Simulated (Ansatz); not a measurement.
**Si: density, localisation and related maps**

```yaml
crystal:
  lattice:
    - [1.36914, 2.38148, 0.00483]
    - [-3.83471, 2.20509, 0.00180]
    - [-0.00099, -0.00338, 2.47292]
  atoms:
    - { symbol: Si, position: [0.00000, 0.00000, 0.00000] }
    - { symbol: Si, position: [0.50000, 0.50000, 0.00000] }
```

Space group Cmmm; a structure from a database of computed crystals, not necessarily the ambient phase.

Level of theory: Ansatz 0.2.0, DFT r2SCAN, scalar-relativistic, plane waves, PAW.

The density is the valence pseudo-density of a PAW calculation; it isn't the true density close to the nuclei.

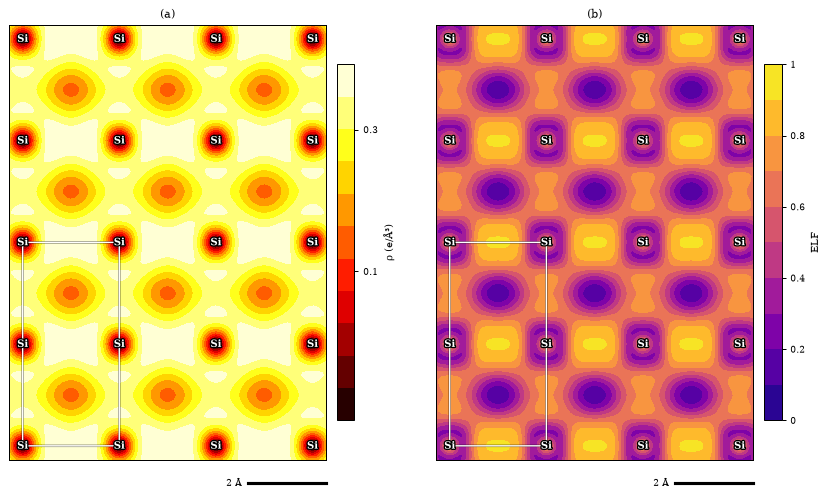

Figure 1. (a) valence electron density; (b) electron localisation function on the (110) plane of the conventional cell.

**Interpret the plot.**

The section cuts through Si sites.
Si–Si (2.47 Å): ρ is about 0.47 e/Å³ halfway; the ELF peaks at about 0.90 between the atoms.
Between the atoms the lowest density in this plane is 0.13 e/Å³.

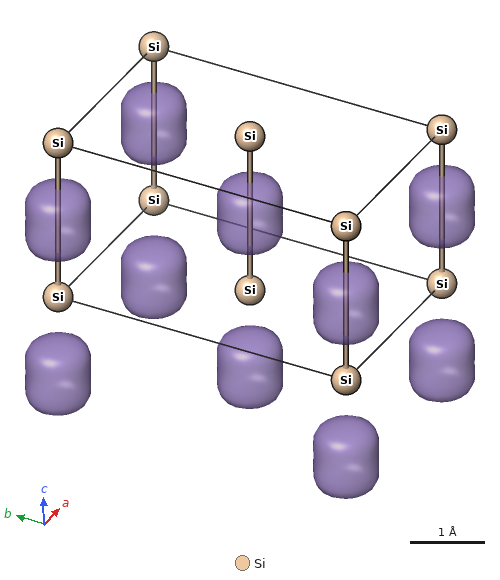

Figure 2. Isosurface of the ELF at 0.8 (purple), seen at an oblique angle. Only the valence region is drawn (cores and ρ < 0.01 e/Å³ removed). Sticks mark near contacts.

**Identify the bonds, lone pairs and shells in this picture.**

The surface consists of two regions between bonded Si–Si atoms, counted in one cell of 2 atoms. Any copies at cell faces, edges or corners count once.

**Metal or insulator at this level of theory?**

It is gapless in this calculation (a metal or semimetal).
